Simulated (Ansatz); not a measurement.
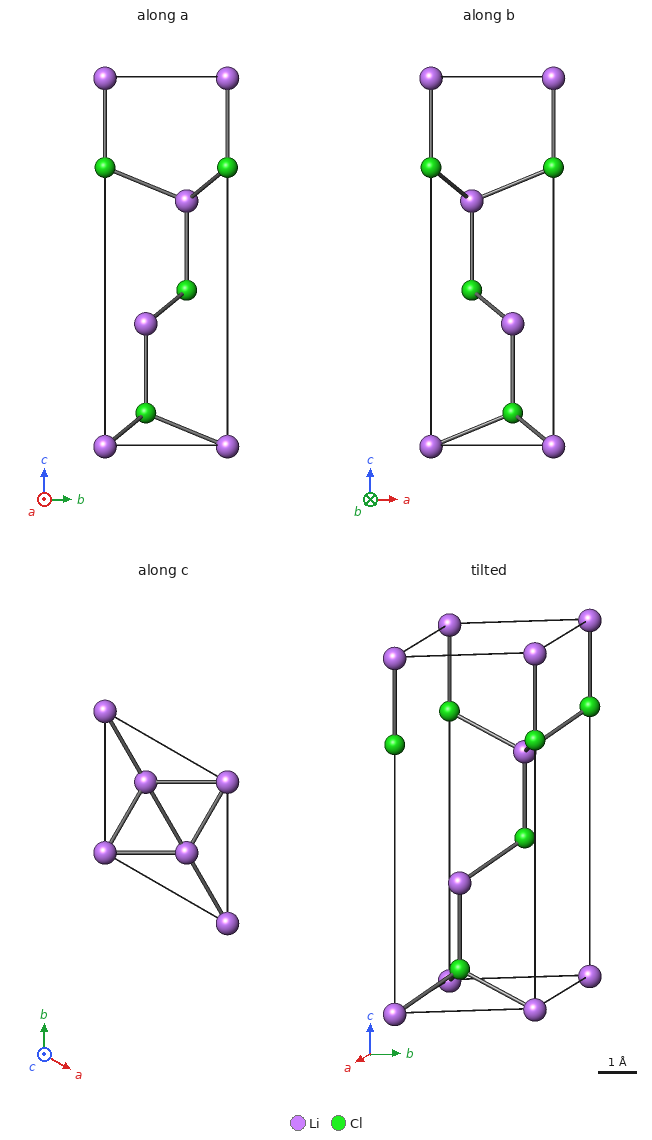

Shown here is a ball-and-stick view of the crystal, taken along the a axis, along the b axis, along the c axis and slightly off an axis. Atoms at the boundary of the conventional unit cell (the box) are drawn once for each face, edge or corner they touch.

Lattice parameters: a = 3.7314 Å, b = 3.7314 Å, c = 9.7171 Å, α = 90.000°, β = 90.000°, γ = 120.000°.

### Write down what is shown as a CIF with its space group and independent sites, with free fractional coordinates to two decimals.

```cif
data_structure
_symmetry_space_group_name_H-M 'R 3 m :H'
_symmetry_Int_Tables_number 160
_cell_length_a 3.7314
_cell_length_b 3.7314
_cell_length_c 9.7171
_cell_angle_alpha 90.000
_cell_angle_beta 90.000
_cell_angle_gamma 120.000
_cell_volume 117.17
loop_
_atom_site_label
_atom_site_type_symbol
_atom_site_symmetry_multiplicity
_atom_site_Wyckoff_symbol
_atom_site_fract_x
_atom_site_fract_y
_atom_site_fract_z
_atom_site_occupancy
Li1 Li 3 a 0.6667 0.3333 0.33 1
Cl1 Cl 3 a 0.6667 0.3333 0.09 1
```

Its origin is a structure type filled with these elements by a generator (whether the compound takes this form wasn't checked). The cell was then strained or its atoms displaced on purpose. A calculation with Ansatz used it as input.
